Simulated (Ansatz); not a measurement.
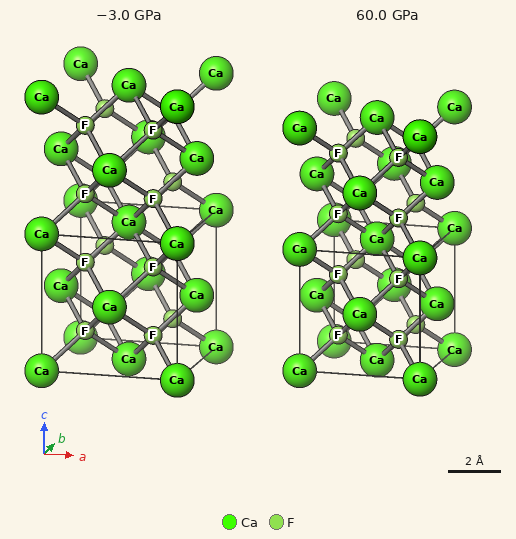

A crystal of CaF$_{2}$ (set up in Fm-3m), relaxed (cell and atoms) at several target pressures. The picture shows the first and the last member. Style: ball-and-stick. Shown: the conventional cell (4 times the calculation's cell), repeated 1 × 1 × 2 with one cell outlined, slightly off an axis. Lengths and directions refer to the drawn axes.

Computed with Ansatz 0.2.0: DFT r2SCAN, scalar-relativistic, plane waves, PAW. Settings: plane-wave cutoff 500 eV; k-point mesh 8 × 8 × 8; occupations gaussian; smearing width 0.02 eV; no spin polarisation; cell and atoms relaxed; force threshold 0.008 eV/Å.

| pressure (GPa) | volume (Å³/atom) | a (Å) | band gap (eV) |
| --- | --- | --- | --- |
| −3.0 | 13.908 | 5.506 | 7.82 |
| 0.0 | 13.410 | 5.439 | 8.03 |
| 3.0 | 13.002 | 5.384 | 8.22 |
| 8.0 | ? | ? | ? |
| 15.0 | 11.817 | 5.215 | 8.83 |
| 30.0 | 10.879 | 5.073 | 9.36 |
| 60.0 | 9.701 | 4.883 | 9.65 |

Question: One row is withheld. What does the calculation give there?

Answer: Murnaghan's form V = V₀(1 + B′P/B₀)^(−1/B′), with V₀ = 13.410 Å³ from the row at zero pressure, fits the other rows with B₀ = 91.0 GPa and B′ = 3.99 (largest miss 0.016 Å³). At 8.0 GPa it gives 13.410 × (1 + 3.99 × 8.0/91.0)^(−1/3.99) = 12.437 Å³ per atom. The calculation gives 12.432 Å³/atom (a = 5.304 Å). The estimate is 0.005 Å³/atom too high. For the gap a parabola through the rows 0.0, 3.0, 15.0 gives 8.50 eV, and the calculation 8.50 eV (semilocal gaps, lower than measured ones as a rule). From the first member to the last: Ca–Ca 3.893 → 3.453 Å, Ca–F 2.384 → 2.114 Å.

The whole series:

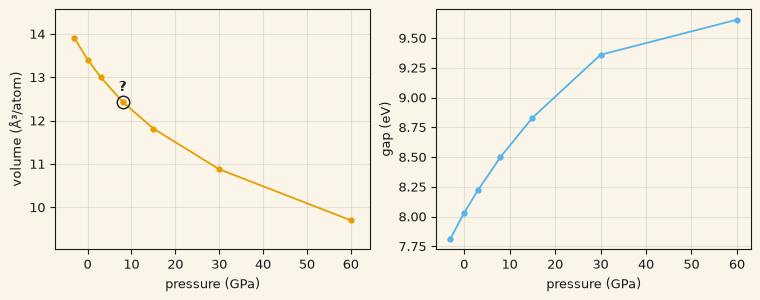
